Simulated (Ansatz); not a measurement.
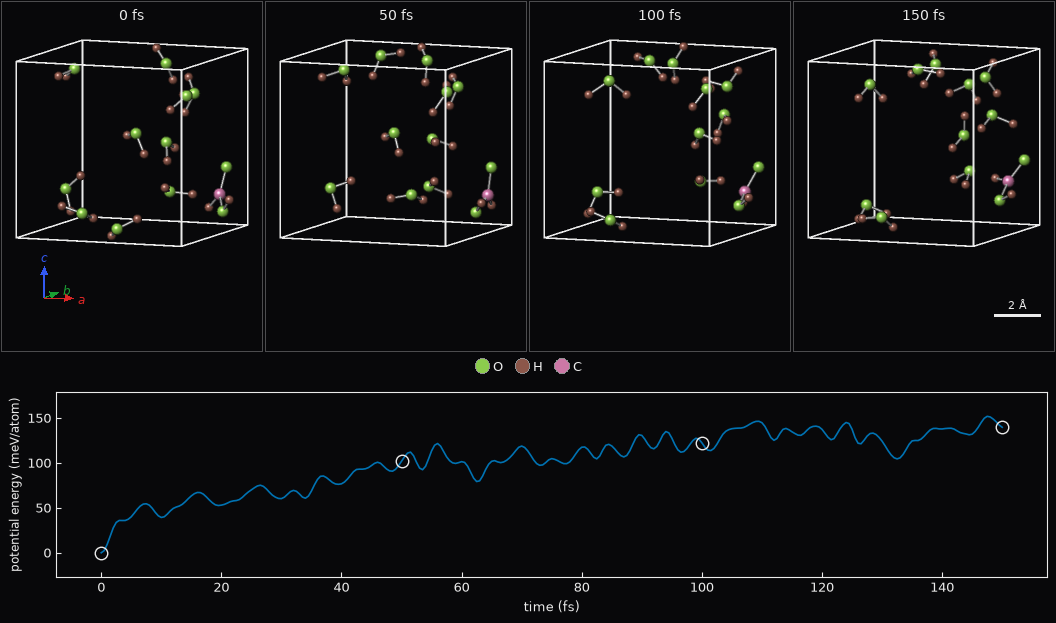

First-principles dynamics of a periodic cell with 10 H2O + 1 HCOOH at 0.796 g/cm³, 150 fs long. Frames and the history of the run. A ball-and-stick model of the simulation cell, seen slightly off an axis. Atoms that leave the cell re-enter on the other side.

Computed with Ansatz 0.2.0, DFT PBEsol, scalar-relativistic, plane waves, PAW. Run with plane-wave cutoff 420 eV; k-point mesh 1 × 1 × 1; Fermi-Dirac smearing 0.02 eV; low-accuracy preset; Langevin thermostat (NVT); set temperature 1000 K; time step 0.5 fs; friction 0.02 per fs.

The input:
```yaml
accuracy: low
crystal:
  lattice:
    - [7.785443, 0.0, 0.0]
    - [0.0, 7.785443, 0.0]
    - [0.0, 0.0, 7.785443]
  atoms:
    - { symbol: O, position: [0.78332315, 0.35010141, 0.25291778] }
    - { symbol: H, position: [0.90406485, 0.39564256, 0.23832252] }
    - { symbol: H, position: [0.80226083, 0.23036293, 0.29055585] }
    - { symbol: O, position: [0.09195192, 0.50376716, 0.21746915] }
    - { symbol: H, position: [0.13595593, 0.46995035, 0.09576805] }
    - { symbol: H, position: [0.18704016, 0.49155343, 0.29788617] }
    - { symbol: O, position: [0.39860428, -0.01530228, 0.15534127] }
    - { symbol: H, position: [0.27921031, -0.02110531, 0.19153051] }
    - { symbol: H, position: [0.41846199, 0.10478433, 0.11468139] }
    - { symbol: O, position: [0.48932271, 0.2876054, 1.03482679] }
    - { symbol: H, position: [0.4194287, 0.37846005, 0.98155966] }
    - { symbol: H, position: [0.58977715, 0.34304183, 1.08937683] }
    - { symbol: O, position: [0.58476468, 0.79245338, 0.91637401] }
    - { symbol: H, position: [0.50205216, 0.8524614, 0.99239583] }
    - { symbol: H, position: [0.59619601, 0.86602444, 0.81491257] }
    - { symbol: O, position: [0.67191136, 0.5765864, 0.49994711] }
    - { symbol: H, position: [0.67726449, 0.69338428, 0.45493385] }
    - { symbol: H, position: [0.70948264, 0.49868967, 0.40539213] }
    - { symbol: O, position: [0.85237139, 0.54665267, 0.78955795] }
    - { symbol: H, position: [0.78908691, 0.62020118, 0.86981273] }
    - { symbol: H, position: [0.79059205, 0.56168276, 0.67718602] }
    - { symbol: O, position: [0.71329795, 0.01450165, 0.62022573] }
    - { symbol: H, position: [0.62572063, 0.10053944, 0.59502945] }
    - { symbol: H, position: [0.77184816, -0.00784101, 0.50892251] }
    - { symbol: O, position: [0.17213929, 0.43680498, 0.90990301] }
    - { symbol: H, position: [0.08880227, 0.51568627, 0.85315072] }
    - { symbol: H, position: [0.12075295, 0.32257118, 0.87894818] }
    - { symbol: O, position: [-0.05747642, 0.20720813, 0.82145379] }
    - { symbol: H, position: [-0.12069695, 0.31758082, 0.81135146] }
    - { symbol: H, position: [-0.12369355, 0.12707789, 0.74813412] }
    - { symbol: O, position: [0.93598758, 0.77040149, 0.09774999] }
    - { symbol: C, position: [0.86492711, 0.90137885, 0.17560857] }
    - { symbol: O, position: [0.88977155, 0.94138325, 0.32703379] }
    - { symbol: H, position: [1.00678955, 0.69225806, 0.17594708] }
    - { symbol: H, position: [0.77304692, 0.96870075, 0.08826173] }
basis:
  ecutwfc: 420.0
kpoints:
  mp_grid: { grid: [1, 1, 1] }
hamiltonian:
  xc: pbesol
scf:
  occupations: { method: fermi_dirac, width: 0.02 }
  lower_state_search: "off"
md:
  timestep: 0.5
  n_steps: 300
  ensemble: nvt_langevin
  temperature: 1000.0
  initial_velocities: maxwell_boltzmann
  seed: 261014
  friction: 0.02
```

Run as
```bash
ansatz run input.yaml --threads 1 --pin off --max-ram 3072MiB --backend cpu --events-out ev --progress --plain --runs-dir out
```

Q: Describe the run.

A: Over the second half the temperature averages 952 K (spread ±173 K). The potential energy in the second half lies on average 127 meV per atom above the first frame. Root-mean-square distances from the starting positions over the second half, with the common drift of all atoms taken out: H 1.08 Å, O 0.64 Å, C 0.45 Å. The heavy atoms stay within a fraction of a molecule's size of their starting places, while the hydrogen atoms travel further, as molecules turn; so short a run doesn't tell a liquid from a solid.

Limits of the set-up: the program's low-accuracy preset was used; the periodic images lie only 7.8 Å apart, so the values are limited by the cell's size.
